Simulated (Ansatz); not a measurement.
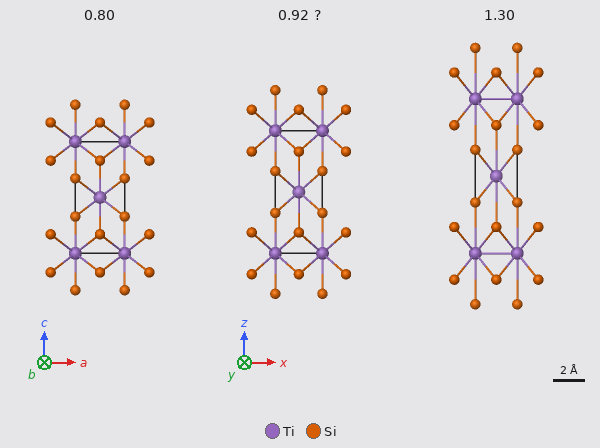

A crystal of TiSi2 (Immm): the ratio of the cell's length along z to its lengths across, counted as 1 for the reference, is changed at fixed volume (a c/a path), with the atoms kept at their fractional coordinates. x, y and z are the Cartesian axes of the input. The picture is a ball-and-stick view of the conventional cell (2 times the calculation's cell), repeated 1 × 1 × 1 with one cell outlined, seen along the b axis. Lengths and directions refer to the drawn axes.

Method: Ansatz, DFT PBE, scalar-relativistic, plane waves, PAW. Settings: plane-wave cutoff 420 eV; k-point mesh 24 × 24 × 24; occupations gaussian; smearing width 0.15 eV; no spin polarisation. Energies (free energies at the smearing named) are counted from the relaxed crystal.

```tsv
axial ratio over its reference value	ΔE (meV/atom)
0.80	279.0
0.85	158.6
0.92	?
0.96	9.7
1.00	0.0
1.05	12.0
1.10	44.2
1.20	144.3
1.30	258.1
```

Estimate the missing energy from the other rows, and compare with the calculation.

A straight line between the two neighbours gives 63.8 meV/atom. A cubic through the four nearest rows (0.80, 0.85, 0.96, 1.00) gives, with Lagrange weights, (−0.1400)(279.0) + (0.4655)(158.6) + (0.9545)(9.7) + (−0.2800)(0.0) = 44.0 meV/atom. The calculation gives 41.1 meV/atom, so the cubic is 2.9 meV/atom too high and the straight line 22.7 meV/atom too high, as the curve bends upwards here.

The whole profile:

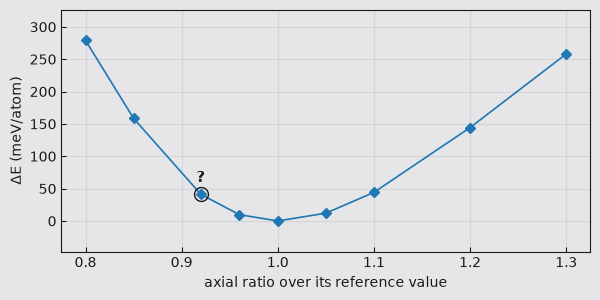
